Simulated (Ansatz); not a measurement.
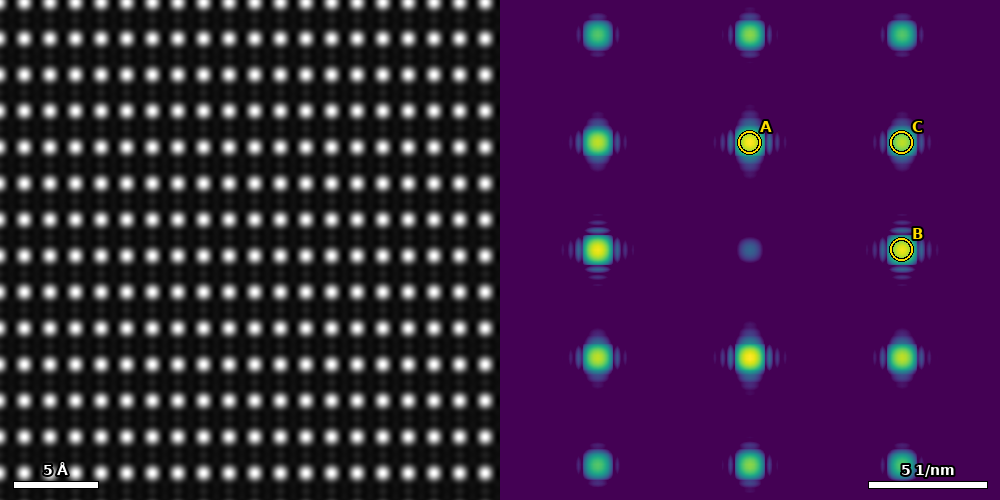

Phase-contrast TEM-like image of a crystal. Simulated in the weak-phase-object approximation with neutral-atom potentials: 300 kV, Cs = −20 µm, defocus +75 Å (negative is underfocus), defocus spread 12 Å, aperture 1.36 1/Å.

The right panel is the modulus of the image's Fourier transform on a logarithmic scale.

Which lattice spacings do the marked spots stand for, and what angle do A and B enclose?

Answer. A: 2.2 Å, B: 1.5 Å, C: 1.3 Å; A and B enclose about 90°.

The crystal is Rh (Im-3m, No. 229) along [110]; the spots are (1 -1 0), (002) and (1 -1 2). Model: the input geometry of an electronic-structure calculation (not necessarily at equilibrium); the starting structure was generated, so it need not be a known form of this composition.
